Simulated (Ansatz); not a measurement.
**Geometry relaxation, with input and output: MoS2 (part 1 of 2)**

System: MoS2 (slab, 12 atoms in the cell).
Method: DFT PBE+D3(BJ), scalar-relativistic, plane waves, PAW, no spin polarisation (Ansatz 0.2.0).

The structure derives from an entry of the Crystallography Open Database. The input holds or restrains some coordinates. Forces given for the steps count only the free coordinates. It belongs to a series of runs on one base structure; here: clean slab, lower planes held. Figures and captions count atoms from 1; the log counts them from 0 in places.

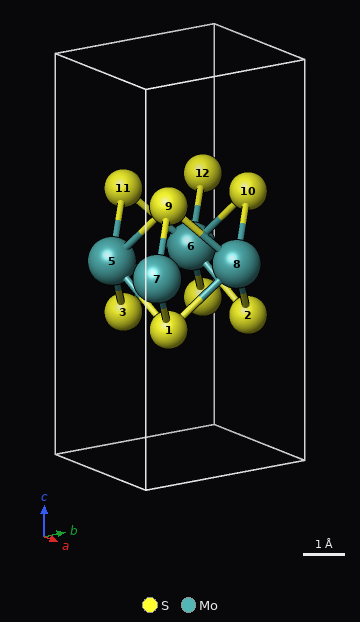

**Figure 1.** The structure as given in the input (ball-and-stick view of the cell of the calculation, with the vacuum cut short, seen slightly off an axis; atoms are numbered from 1 in the order of the input). An atom can appear more than once, as a periodic image. Near neighbours in the periodic cell (some may lie outside the picture): S has 3 Mo at 2.40 Å; Mo has 6 S at 2.40 Å.

The input
```yaml
crystal:
  lattice:
    - [6.3058975174, 0.0, 0.0]
    - [-3.1529487587, 5.4610674438, 0.0]
    - [0.0, 0.0, 19.1272323976]
  atoms:
    - { symbol: S, position: [0.6666666667, 0.3333333333, 0.4182518325] }
    - { symbol: S, position: [0.6666666667, 0.8333333333, 0.4182518325] }
    - { symbol: S, position: [0.1666666667, 0.3333333333, 0.4182518325] }
    - { symbol: S, position: [0.1666666667, 0.8333333333, 0.4182518325] }
    - { symbol: Mo, position: [0.3333333333, 0.1666666667, 0.5000400418] }
    - { symbol: Mo, position: [0.3333333333, 0.6666666667, 0.5000400418] }
    - { symbol: Mo, position: [0.8333333333, 0.1666666667, 0.5000400418] }
    - { symbol: Mo, position: [0.8333333333, 0.6666666667, 0.5000400418] }
    - { symbol: S, position: [0.6666666667, 0.3333333333, 0.5817481675] }
    - { symbol: S, position: [0.6666666667, 0.8333333333, 0.5817481675] }
    - { symbol: S, position: [0.1666666667, 0.3333333333, 0.5817481675] }
    - { symbol: S, position: [0.1666666667, 0.8333333333, 0.5817481675] }
basis:
  ecutwfc: 420
kpoints:
  mp_grid: { grid: [3, 3, 1] }
hamiltonian:
  xc: pbe
  dispersion: d3bj
scf:
  occupations: { method: gaussian, width: 0.05 }
output:
  forces: true
  eigenvalues: true
  write_density: true
  write_potential: true
  elf: true
  volumetric_format: npy
relax:
  adjacent_minimum: "off"
  f_tol: 0.03
  max_steps: 70
  constraints: [{ sites: [0, 1, 2, 3] }]
efield:
  axis: 3
  dipole_correction: true
  ramp_width: 0.04
```

Launched with:
```bash
ansatz run input.yaml --threads 4 --pin off --max-ram 10240MiB --backend cpu --events-out ev --progress --plain --runs-dir out
```

Output
```
Engine: ansatz 0.2.0, x86_64-unknown-linux-gnu
Pseudopotentials: kind: paw
Pseudopotential: S, paw, valence charge 6, recommended cutoff 420 eV (normal), S.paw.azcp
Pseudopotential: Mo, paw, valence charge 14, recommended cutoff 420 eV (normal), Mo.paw.azcp
Functional definition: PBE
  parameter kappa = 0.804
  parameter beta = 0.06672455060314922
  exchange = pbe_x(kappa = kappa, mu = beta*pi^2/3)
  correlation = pbe_c(beta = beta)
Crystal: 12 atoms, lattice volume = 658.683 Å³
Basis set: ecut = 420 eV, 12939 PW (Γ), exchange–correlation on 90×90×256 points (8 copies of the dense FFT grid, shifted against one another)
Bands: 64, of which v1, the nominal top of the filled ones, is band 52 counted from 1 (51 counted from 0)
Symmetry: 24 space group operations
Space group: P3m1 (ITA 156), of the structure as read, at distance tolerance 8.7e-5 Å
k-points: 3 of 9 (time reversal used)
Non-local potential: S, projectors of the file, l = 0: 2, l = 1: 2, l = 2: 2
Non-local potential: Mo, projectors of the file, l = 0: 3, l = 1: 2, l = 2: 2, l = 3: 1
PAW form: soft (Blöchl's): semilocal exchange-correlation on the pseudo side does not see the compensation charge
PAW one-centre angular grid: S, 110 points (default); XC on 64 Gauss nodes
PAW one-centre angular grid: Mo, 590 points (default); XC on 64 Gauss nodes
Initial density: superposition of atomic densities (neutral atoms: chi_scale 0, normalization atom), corrected by the library's trained network
Initial wavefunctions: pseudopotential atomic-orbital guess
Functional: x = pbe(κ = 0.804, μ = 0.2195149727645171), c = pbe(β = 0.06672455060314922)
SCF iter   1: F=—  HF=-27055.023492 eV  |F-HF|=—  |Δ(HF+E_count)|=         —  Δρ=3.21e-3  dr2=2.71e-2  ethr=1.77e-3  p=0.000 e·Å  D=7.00e-5 V/Å  ΔV_dip=-0.00 eV  dr2_dipole=5.33e-7  V_vac-E_F(+/−)=5.23/5.23 eV  ⟨swp⟩=8.0  Hψ=934  notcnv=0
efield: sawtooth ramp at fractional position 0.9800 (placed from the atoms, in the widest stretch of the axis that holds none; the zero of the levels goes with the place), width 0.0400; the density the first Hamiltonian is built on has a dipole p = 0.000 e·Å; the dipole correction subtracts the counter field D = 7.00e-5 V/Å, which shifts the + side's vacuum level by -0.00 eV against the − side's; the planar-averaged density in the ramp window peaks in size at 3.8e-5 e/Å³
preconditioner: auto → Resta (q_TF=auto, 2.006 Å⁻¹)  ε∞=3.5  [insulator: Δε(μ)=1.774 eV  Ē_g=7.747 eV  σ=0.050 eV  W_gap=1.00  n_scr=84 (ndim 8)  ℏωp=12.3 eV  f_vac=0.649  D(μ)=0.00/eV (n_scr^D=0)  ε∞_Penn≈3.5  vacuum switching on, ρ_ref=4.4e-3 e/Å³]
SCF iter   2: F=—  HF=-27055.045768 eV  |F-HF|=—  |Δ(HF+E_count)|=   2.23e-2  Δρ=1.84e-3  dr2=1.19e-2  ethr=2.60e-5  p=-0.000 e·Å  D=-3.48e-5 V/Å  ΔV_dip=0.00 eV  dr2_dipole=2.82e-7  V_vac-E_F(+/−)=5.12/5.12 eV  ⟨swp⟩=2.3  Hψ=374  notcnv=0  defer=9
SCF iter   3: F=—  HF=-27055.054740 eV  |F-HF|=—  |Δ(HF+E_count)|=   8.97e-3  Δρ=1.06e-3  dr2=8.39e-3  ethr=1.15e-5  p=0.000 e·Å  D=1.14e-5 V/Å  ΔV_dip=-0.00 eV  dr2_dipole=6.32e-7  V_vac-E_F(+/−)=5.12/5.12 eV  ⟨swp⟩=2.3  Hψ=298  notcnv=0  defer=9
SCF iter   4: F=—  HF=-27055.056642 eV  |F-HF|=—  |Δ(HF+E_count)|=   1.90e-3  Δρ=8.35e-5  dr2=6.93e-5  ethr=8.06e-6  p=-0.000 e·Å  D=-6.93e-5 V/Å  ΔV_dip=0.00 eV  dr2_dipole=6.69e-8  V_vac-E_F(+/−)=5.05/5.05 eV  ⟨swp⟩=2.0  Hψ=253  notcnv=0  defer=9
iter 5 did not close the SCF: its close was put off for the readings that it lacked (scf_convergence_deferred on its scf_iter line)
SCF iter   5: F=-27055.056661 eV  HF=-27055.056680 eV  |F-HF|=1.93e-5  |Δ(HF+E_count)|=   3.83e-5  Δρ=3.19e-5  dr2=1.83e-5  ethr=6.66e-8  p=0.000 e·Å  D=4.29e-5 V/Å  ΔV_dip=-0.00 eV  dr2_dipole=3.56e-6  V_vac-E_F(+/−)=5.04/5.04 eV  ⟨swp⟩=2.7  Hψ=393  notcnv=0  defer=9
SCF iter   6: F=-27055.056662 eV  HF=-27055.056678 eV  |F-HF|=1.64e-5  |Δ(HF+E_count)|=   1.79e-6  Δρ=2.06e-5  dr2=1.44e-5  ethr=1.76e-8  p=-0.001 e·Å  D=-1.63e-4 V/Å  ΔV_dip=0.00 eV  dr2_dipole=3.52e-6  V_vac-E_F(+/−)=5.04/5.04 eV  ⟨swp⟩=17.0  Hψ=1967  notcnv=0
SCF 1 converged in 6 iterations: F = -27055.056662 eV  dr2 = 1.44e-5
  greatest PAW one-centre occupation: 0.998 electrons in one spin orbital (limit 2), on the Mo atom at site 7 (counted from 0), in its partial waves of l = 0
relax step   1: F+E_penalty+E_count = -27055.05666177 eV  Δ(F+E_penalty+E_count) = +0.000e0 eV  max|allowed force component| = 9.582e-2 eV/Å  Δτ_max = 0.0000 Å  (6 SCF iters, dr2 threshold 2.25e-5 eV, accepted)
Initial density: handed on by an earlier stage of this run
Initial wavefunctions: those handed on with the density
iter 1 solved again at ethr=1.46e-6 eV; its pass at ethr=3.10e-3 eV (dr2=1.52e-3 eV) is discarded
SCF iter   1: F=—  HF=-27055.058305 eV  |F-HF|=—  |Δ(HF+E_count)|=         —  Δρ=5.14e-4  dr2=1.58e-3  ethr=1.46e-6  p=-0.001 e·Å  D=-1.63e-4 V/Å  ΔV_dip=0.00 eV  dr2_dipole=8.04e-6  V_vac-E_F(+/−)=5.02/5.02 eV  ⟨swp⟩=3.0  Hψ=616  notcnv=0  defer=15
efield: sawtooth ramp at fractional position 0.9800 (handed on by an earlier solve), width 0.0400; the density the first Hamiltonian is built on has a dipole p = -0.001 e·Å; the dipole correction subtracts the counter field D = -1.63e-4 V/Å, which shifts the + side's vacuum level by +0.00 eV against the − side's; the planar-averaged density in the ramp window peaks in size at 2.2e-6 e/Å³
preconditioner: auto → Resta (q_TF=auto, 2.006 Å⁻¹)  ε∞=3.5  [insulator: Δε(μ)=1.785 eV  Ē_g=7.739 eV  σ=0.050 eV  W_gap=1.00  n_scr=84 (ndim 8)  ℏωp=12.3 eV  f_vac=0.648  D(μ)=0.00/eV (n_scr^D=0)  ε∞_Penn≈3.5  vacuum switching on, ρ_ref=4.3e-3 e/Å³]
SCF iter   2: F=—  HF=-27055.058098 eV  |F-HF|=—  |Δ(HF+E_count)|=   2.06e-4  Δρ=2.78e-4  dr2=6.20e-4  ethr=1.46e-6  p=-0.002 e·Å  D=-4.34e-4 V/Å  ΔV_dip=0.01 eV  dr2_dipole=1.18e-5  V_vac-E_F(+/−)=5.04/5.03 eV  ⟨swp⟩=2.0  Hψ=253  notcnv=0  defer=15
SCF iter   3: F=—  HF=-27055.058053 eV  |F-HF|=—  |Δ(HF+E_count)|=   4.51e-5  Δρ=1.79e-4  dr2=2.68e-4  ethr=5.96e-7  p=-0.000 e·Å  D=-7.43e-5 V/Å  ΔV_dip=0.00 eV  dr2_dipole=4.22e-6  V_vac-E_F(+/−)=5.02/5.02 eV  ⟨swp⟩=2.0  Hψ=253  notcnv=0  defer=15
SCF iter   4: F=—  HF=-27055.058021 eV  |F-HF|=—  |Δ(HF+E_count)|=   3.19e-5  Δρ=2.71e-5  dr2=5.02e-6  ethr=2.58e-7  p=-0.001 e·Å  D=-1.47e-4 V/Å  ΔV_dip=0.00 eV  dr2_dipole=8.91e-7  V_vac-E_F(+/−)=5.03/5.02 eV  ⟨swp⟩=2.0  Hψ=250  notcnv=0  defer=15
SCF iter   5: F=—  HF=-27055.057947 eV  |F-HF|=—  |Δ(HF+E_count)|=   7.48e-5  Δρ=1.55e-5  dr2=6.11e-6  ethr=4.83e-9  p=-0.000 e·Å  D=-5.38e-7 V/Å  ΔV_dip=0.00 eV  dr2_dipole=8.53e-7  V_vac-E_F(+/−)=5.02/5.02 eV  ⟨swp⟩=3.0  Hψ=370  notcnv=0  defer=15
SCF iter   6: F=—  HF=-27055.057946 eV  |F-HF|=—  |Δ(HF+E_count)|=   5.76e-7  Δρ=3.82e-6  dr2=1.53e-7  ethr=4.83e-9  p=-0.000 e·Å  D=-2.74e-5 V/Å  ΔV_dip=0.00 eV  dr2_dipole=2.69e-8  V_vac-E_F(+/−)=5.02/5.02 eV  ⟨swp⟩=2.0  Hψ=246  notcnv=0  defer=15
SCF iter   7: F=-27055.057946 eV  HF=-27055.057946 eV  |F-HF|=3.37e-9  |Δ(HF+E_count)|=   8.87e-9  Δρ=1.05e-6  dr2=9.87e-9  ethr=9.62e-11  p=0.000 e·Å  D=5.08e-6 V/Å  ΔV_dip=-0.00 eV  dr2_dipole=5.45e-10  V_vac-E_F(+/−)=5.02/5.02 eV  ⟨swp⟩=17.0  Hψ=1606  notcnv=0
SCF 2 converged in 7 iterations: F = -27055.057946 eV  dr2 = 9.87e-9
relax step   2: F+E_penalty+E_count = -27055.05794598 eV  Δ(F+E_penalty+E_count) = -1.284e-3 eV  max|allowed force component| = 3.570e-2 eV/Å  Δτ_max = 0.0122 Å  (7 SCF iters, accepted)
SCF iter   1: F=—  HF=-27055.058268 eV  |F-HF|=—  |Δ(HF+E_count)|=         —  Δρ=1.50e-4  dr2=1.37e-4  ethr=1.25e-6  p=0.000 e·Å  D=5.08e-6 V/Å  ΔV_dip=-0.00 eV  dr2_dipole=2.60e-6  V_vac-E_F(+/−)=5.03/5.03 eV  ⟨swp⟩=2.0  Hψ=354  notcnv=0
efield: sawtooth ramp at fractional position 0.9800 (handed on by an earlier solve), width 0.0400; the density the first Hamiltonian is built on has a dipole p = 0.000 e·Å; the dipole correction subtracts the counter field D = 5.08e-6 V/Å, which shifts the + side's vacuum level by -0.00 eV against the − side's; the planar-averaged density in the ramp window peaks in size at 2.1e-6 e/Å³
preconditioner: auto → Resta (q_TF=auto, 2.006 Å⁻¹)  ε∞=3.5  [insulator: Δε(μ)=1.779 eV  Ē_g=7.742 eV  σ=0.050 eV  W_gap=1.00  n_scr=84 (ndim 8)  ℏωp=12.3 eV  f_vac=0.649  D(μ)=0.00/eV (n_scr^D=0)  ε∞_Penn≈3.5  vacuum switching on, ρ_ref=4.3e-3 e/Å³]
SCF iter   2: F=—  HF=-27055.058236 eV  |F-HF|=—  |Δ(HF+E_count)|=   3.24e-5  Δρ=7.81e-5  dr2=5.17e-5  ethr=1.32e-7  p=0.001 e·Å  D=1.73e-4 V/Å  ΔV_dip=-0.00 eV  dr2_dipole=2.70e-6  V_vac-E_F(+/−)=5.02/5.03 eV  ⟨swp⟩=2.0  Hψ=306  notcnv=0
SCF iter   3: F=—  HF=-27055.058179 eV  |F-HF|=—  |Δ(HF+E_count)|=   5.68e-5  Δρ=5.08e-5  dr2=2.16e-5  ethr=4.97e-8  p=0.000 e·Å  D=2.45e-6 V/Å  ΔV_dip=-0.00 eV  dr2_dipole=9.85e-7  V_vac-E_F(+/−)=5.03/5.03 eV  ⟨swp⟩=2.0  Hψ=253  notcnv=0
SCF iter   4: F=—  HF=-27055.058177 eV  |F-HF|=—  |Δ(HF+E_count)|=   2.33e-6  Δρ=8.28e-6  dr2=4.84e-7  ethr=2.08e-8  p=0.000 e·Å  D=4.64e-5 V/Å  ΔV_dip=-0.00 eV  dr2_dipole=8.59e-8  V_vac-E_F(+/−)=5.03/5.03 eV  ⟨swp⟩=2.0  Hψ=248  notcnv=0
SCF iter   5: F=—  HF=-27055.058177 eV  |F-HF|=—  |Δ(HF+E_count)|=   1.40e-7  Δρ=5.45e-6  dr2=5.43e-7  ethr=9.62e-11  p=0.000 e·Å  D=6.61e-6 V/Å  ΔV_dip=-0.00 eV  dr2_dipole=5.09e-8  V_vac-E_F(+/−)=5.03/5.03 eV  ⟨swp⟩=16.3  Hψ=1718  notcnv=0
SCF iter   6: F=-27055.058177 eV  HF=-27055.058177 eV  |F-HF|=8.60e-9  |Δ(HF+E_count)|=   5.42e-8  Δρ=1.17e-6  dr2=1.35e-8  ethr=9.62e-11  p=0.000 e·Å  D=1.22e-5 V/Å  ΔV_dip=-0.00 eV  dr2_dipole=2.97e-9  V_vac-E_F(+/−)=5.03/5.03 eV  ⟨swp⟩=8.7  Hψ=1509  notcnv=0
SCF 3 converged in 6 iterations: F = -27055.058177 eV  dr2 = 1.35e-8
relax step   3: F+E_penalty+E_count = -27055.05817664 eV  Δ(F+E_penalty+E_count) = -2.307e-4 eV  max|allowed force component| = 2.765e-4 eV/Å  Δτ_max = 0.0035 Å  (6 SCF iters, accepted)
```

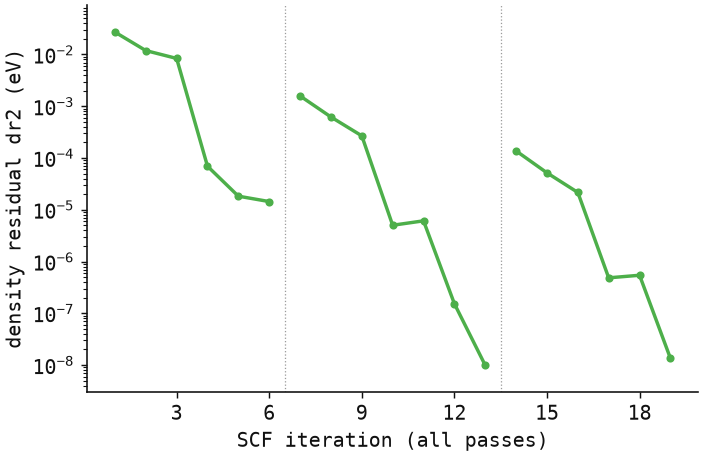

**Figure 2.** Convergence of the self-consistent field: density residual dr2 against the SCF iteration. The dotted lines part the SCF passes of the relaxation: geometry steps, rejected trials and re-solves on a re-selected basis. The passes take 6, 7 and 6 iterations.

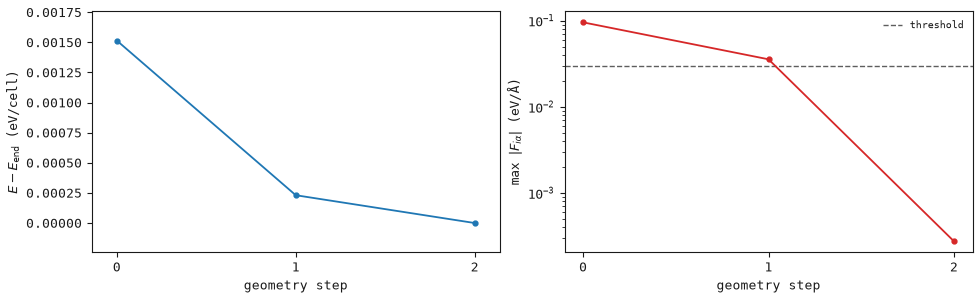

**Figure 3.** Progress of the restrained relaxation, step by step (the first geometry is step 0 here and step 1 in the log). The largest moves, 0.009 Å, are those of S9, S10, S11 and S12. By element the largest moves are S 0.009 Å, Mo 0.004 Å. The lattice vectors keep their values. Over 2 geometry steps the energy falls by 1.5 meV per cell of the calculation. Largest force component: 0.096 eV/Å at the start, 0.00028 eV/Å at the end. (Atoms are counted from 1 in the order of the input.)

```
SCF converged after 6 iterations
Free energy (F): -27055.058177 eV
Harris-Foulkes:  -27055.058177 eV  (|F-HF|=8.60e-9)
Internal energy: -27055.058177 eV  (E = F + TS)
E sigma→0 (E₀):  -27055.058177 eV
Fermi energy:    0.224608 eV
Dipole field:    D = -0.000028 V/Å  (p = -0.000102 e·Å, saw-weighted, corrected)
Work function:   Φ+ = 5.0266 eV   Φ− = 5.0260 eV
Levels:          The Fermi level and band energies are counted from a zero that moves with the ramp; work functions are not
```
